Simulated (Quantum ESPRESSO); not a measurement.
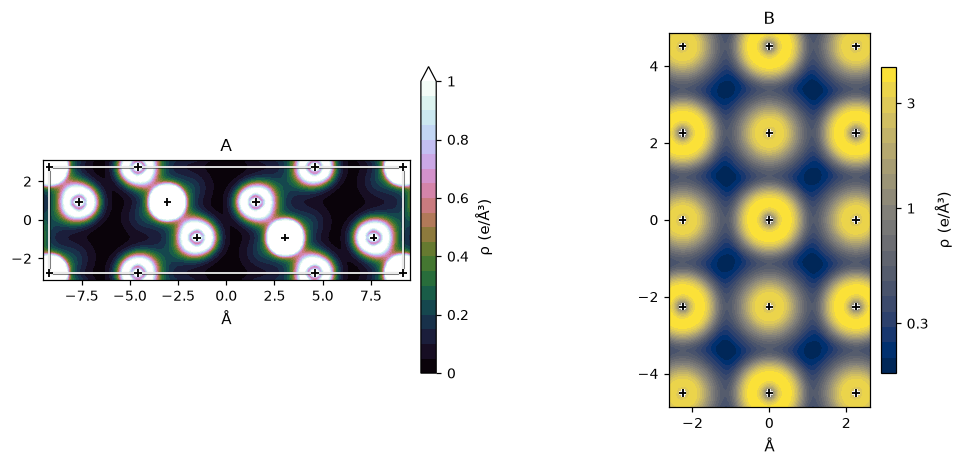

The valence electron density of 2 systems, each on a plane through atoms (crosses mark nuclei in the plane).

Method: Quantum ESPRESSO, Kohn-Sham DFT of a periodic cell, PBE, SSSP 1.3 efficiency PBE.

System 1: MoS$_{2}$, the (110) plane of the conventional cell. Space group R-3m; not relaxed (largest force 1.0 eV/Å); computed pressure about 8 GPa in this cell.

System 2: HfN, the (100) plane of the conventional cell. Space group Fm-3m; computed pressure about 6 GPa in this cell.

### Match each panel to its system.

Panel A is system 1, MoS$_{2}$: the plane holds Mo and S. Mo–S (2.39 Å): ρ is about 0.6 e/Å³ halfway. Panel B is system 2, HfN: the plane holds Hf and N. Hf–N (2.26 Å): the density is about 0.47 e/Å³ at the midpoint.
